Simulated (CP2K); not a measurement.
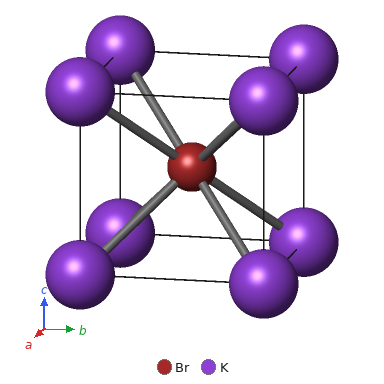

System: KBr, space group Pm-3m (No. 221). The picture shows the conventional cell.

The given structure:
```xyz
2
Lattice="4.0435 0.0000 0.0000 0.0000 4.0435 0.0000 0.0000 0.0000 4.0435" Properties=species:S:1:pos:R:3 pbc="T T T"
Br    2.0217    2.0217    2.0217
K     0.0000    0.0000    0.0000
```

How it was computed, with CP2K 2026.2: DFT in Gaussian orbitals with a plane-wave density, no spin polarisation; energies at scaled volumes of the given cell, shape and fractions fixed, counted from the fit's minimum, third-order Birch-Murnaghan fit. Level: PBE.

```json
{"setting": "k mesh", "value": "7×7×7"}
{"setting": "occupations", "value": "Fermi–Dirac"}
{"setting": "smearing width", "value": "0.05 eV"}
{"setting": "potentials", "value": "GTH PBE with UZH TZVP basis"}
{"setting": "density cutoff", "value": "6123 eV"}
{"setting": "program settings", "value": "ngrids 4, basis sets Br TZVP-MOLOPT-PBE-GTH-q7, basis sets K TZVP-MOLOPT-PBE-GTH-q9, cutoff ry 450 Ry, rel cutoff ry 60 Ry"}
```

Describe the result: the energy and pressure against volume. The volume takes the values 31.07, 31.73, 32.39, 33.06, 33.72, 34.38, 35.04 Å³/atom.

A third-order Birch–Murnaghan fit gives V0 = 33.03 Å³/atom, B0 = 15.8 GPa and B′ = 4.8. The energy is 6.45 meV/atom at volume 31.07 Å³/atom and 5.35 meV/atom at 35.04 Å³/atom; the lowest computed point is at volume 33.06 Å³/atom (0.00 meV/atom). The pressure falls from 1.12 GPa at volume 31.07 Å³/atom to −0.81 GPa at 35.04 Å³/atom, and changes sign near 33.04 Å³/atom.

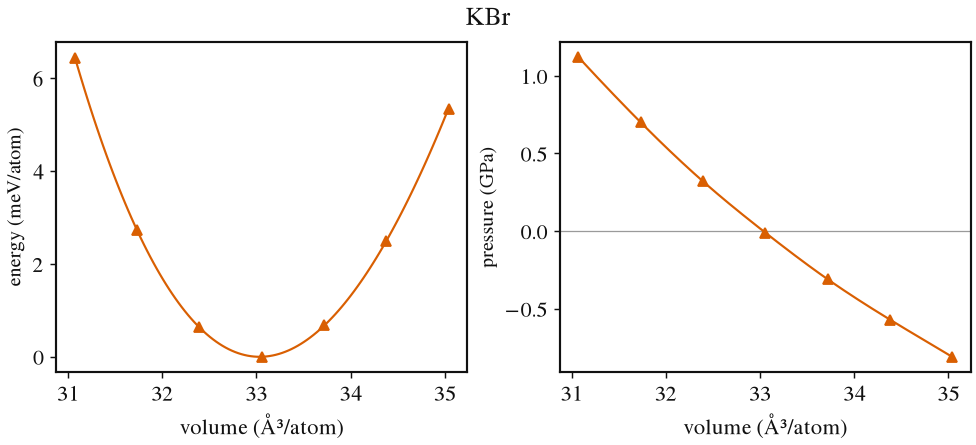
